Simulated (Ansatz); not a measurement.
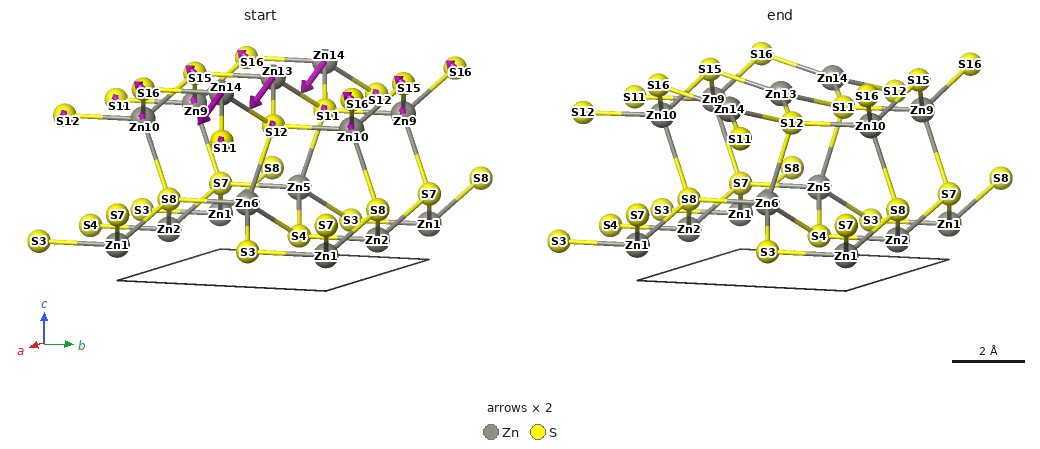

The structure of a slab of composition ZnS (cut from the P6_3mc phase) before (left) and after (right) a constrained relaxation, at one scale. The purple arrows give the displacements, 2 times their true length.

Style: ball-and-stick. Shown: the cell of the calculation, outlined in the plane, without the vacuum (origin shifted), slightly off an axis.

Case: clean slab, lower planes held. The slab is the (1 0 0) face of ZnS. 8 atoms are held fixed.

The calculation used DFT PBE, scalar-relativistic, plane waves, PAW in Ansatz 0.2.0.

Input file:
```yaml
crystal:
  lattice:
    - [7.6909859768, 0.0, 0.0]
    - [0.0, 6.3053333094, 0.0]
    - [0.0, 0.0, 20.4403928241]
  atoms:
    - { symbol: Zn, position: [0.5, 0.9947802099, 0.3913819108] }
    - { symbol: Zn, position: [0.0, 0.9947802099, 0.3913819108] }
    - { symbol: S, position: [0.5, 0.6202197901, 0.3913819108] }
    - { symbol: S, position: [0.0, 0.6202197901, 0.3913819108] }
    - { symbol: Zn, position: [0.75, 0.4947802099, 0.4456909554] }
    - { symbol: Zn, position: [0.25, 0.4947802099, 0.4456909554] }
    - { symbol: S, position: [0.75, 0.1202197901, 0.4456909554] }
    - { symbol: S, position: [0.25, 0.1202197901, 0.4456909554] }
    - { symbol: Zn, position: [0.75, 0.9947802099, 0.5543090446] }
    - { symbol: Zn, position: [0.25, 0.9947802099, 0.5543090446] }
    - { symbol: S, position: [0.75, 0.6202197901, 0.5543090446] }
    - { symbol: S, position: [0.25, 0.6202197901, 0.5543090446] }
    - { symbol: Zn, position: [0.0, 0.4947802099, 0.6086180892] }
    - { symbol: Zn, position: [0.5, 0.4947802099, 0.6086180892] }
    - { symbol: S, position: [0.0, 0.1202197901, 0.6086180892] }
    - { symbol: S, position: [0.5, 0.1202197901, 0.6086180892] }
basis:
  ecutwfc: 420
kpoints:
  mp_grid: { grid: [2, 3, 1] }
hamiltonian:
  xc: pbe
scf:
  occupations: { method: gaussian, width: 0.05 }
output:
  forces: true
  eigenvalues: true
  write_density: true
  write_potential: true
  elf: true
  volumetric_format: npy
relax:
  adjacent_minimum: "off"
  f_tol: 0.03
  max_steps: 70
  constraints: [{ sites: [0, 1, 2, 3, 4, 5, 6, 7] }]
efield:
  axis: 3
  dipole_correction: true
  ramp_width: 0.04
```

Command:
```bash
ansatz run input.yaml --threads 4 --pin off --max-ram 10240MiB --backend cpu --events-out ev --progress --plain --runs-dir out
```

**What changed between the two?**

The energy falls by 0.991 eV per cell of the calculation in 4 geometry steps. The largest force component goes from 1.3 to 0.011 eV/Å. The largest moves, 0.60 Å, are those of Zn13 and Zn14. Zn13 goes at 37° to the normal (−c side). By element the largest moves are Zn 0.60 Å, S 0.18 Å. The cell doesn't change. Some distances before and after: Zn13–S15 2.362 → 2.221 Å, S7–Zn9 2.357 → 2.472 Å, S11–Zn13 2.357 → 2.288 Å, Zn5–S11 2.357 → 2.415 Å. Bond angles that change, for instance: Zn6–S12–Zn13 109.3° → 94.7°, S11–Zn14–S16 109.6° → 122.1°, Zn9–S16–Zn14 109.6° → 99.0°.
